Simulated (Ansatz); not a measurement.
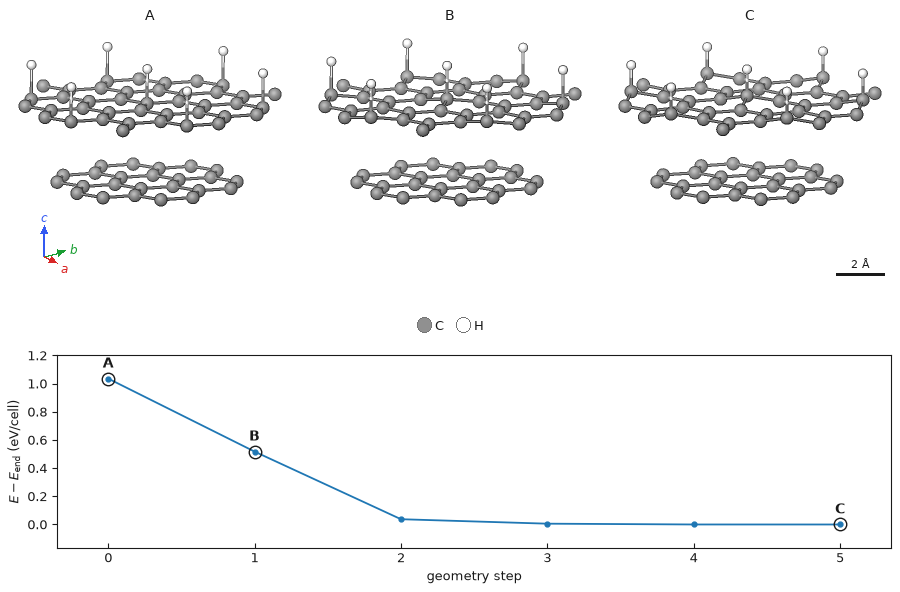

Frames of a constrained relaxation of a slab of composition HC24 (cut from the R-3m phase), marked on the history of the run. A ball-and-stick model of the atoms within 5.8 Å of the atom that moves most (axes of the 2 × 2 repeat of the cell, outlined in the plane, without the vacuum (origin shifted)), seen slightly off an axis.

Case: H at the far end of a hop. The slab is the (0 0 1) face of C with H on it. 8 atoms are held fixed.

Method: DFT PBE+D3(BJ), scalar-relativistic, plane waves, PAW (Ansatz). Set-up: plane-wave cutoff 420 eV; k-point mesh 6 × 6 × 1; occupations gaussian; smearing width 0.05 eV; collinear spin; dipole correction; atoms relaxed in a fixed cell; force threshold 0.02 eV/Å; at most 70 steps.

### What happens along the run?

The atom that moves furthest is a C atom (0.34 Å along the normal (+c)). Largest moves by element: C 0.34 Å, H 0.04 Å. The lattice vectors keep their values. Among the contacts that change: C–H 1.467 → 1.129 Å, C–C 1.423 → 1.486 Å, C–C 1.423 → 1.406 Å, C–C 1.423 → 1.434 Å. Among the angles between lasting bonds that change: C–C–C 120.0° → 115.2°. Over 5 geometry steps the energy falls by 1.036 eV per cell of the calculation. Largest force component: 3.4 eV/Å at the start, 0.0088 eV/Å at the end. Cost: 5.6 min on 4 threads of Arm Neoverse V2, with other jobs on the host, peak memory 1.9 GiB. From step 0 to 1: a C atom moves most (0.19 Å), energy −0.518 eV per cell of the calculation. From step 1 to 5: the H atom moves most (0.15 Å), energy −0.518 eV per cell of the calculation.

Limits of the set-up: the periodic images lie only 4.9 Å apart, so the values are limited by the cell's size.
